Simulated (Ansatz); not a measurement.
System: CdI.

Input

```
crystal:
  lattice:
    - [3.9717134583, 0.0, 0.0]
    - [0.0, 3.9717134583, 0.0]
    - [0.0, 0.0, 3.9717134583]
  atoms:
    - { symbol: Cd, position: [0.0, 0.0, 0.0] }
    - { symbol: I, position: [0.5, 0.5, 0.5] }
basis:
  ecutwfc: 420
kpoints:
  mp_grid: { grid: [14, 14, 14] }
hamiltonian:
  xc: pbe
scf:
  occupations: { method: gaussian, width: 0.1 }
output:
  forces: true
  stress: true
  eigenvalues: true
  write_density: true
  write_potential: true
  elf: true
  volumetric_format: npy
relax:
  adjacent_minimum: "off"
  f_tol: 0.01
  max_steps: 80
  cell: { stress_tol: 0.05 }
```

Run with:

```sh
ansatz run input.yaml --threads 1 --pin off --max-ram 2560MiB --backend cpu --events-out ev --progress --plain --runs-dir out
```

Below, planes, directions and counts refer to the conventional cell (a = 3.97 Å, b = 3.97 Å, c = 3.97 Å, α = 90.00°, β = 90.00°, γ = 90.00°).

The fields are those of the relaxed geometry.

Space group Pm-3m; started from the caesium chloride_221 prototype, which need not be the ambient phase; computed without spin polarisation.

These are results of DFT PBE, scalar-relativistic, plane waves, PAW in Ansatz 0.2.0, not measurements.

Predict the valence pseudo-density and electron localisation function between the atoms.

Answer. Cd–I (3.44 Å): the density is about 0.12 e/Å³ at the midpoint; the ELF peaks at about 0.70 in the valence shell of I, 1.2 Å from its nucleus, and drops to about 0.15 between the two atoms.

Metal or insulator at this level of theory?

Answer. It is gapless in this calculation (a metal or semimetal).

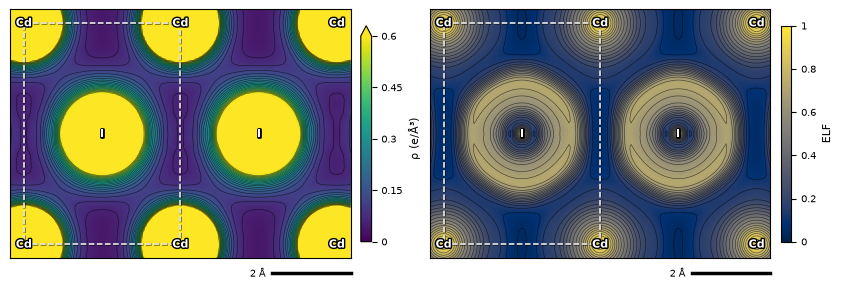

Computed valence pseudo-density and electron localisation function on the (101̄) plane of the conventional cell, in this order. 
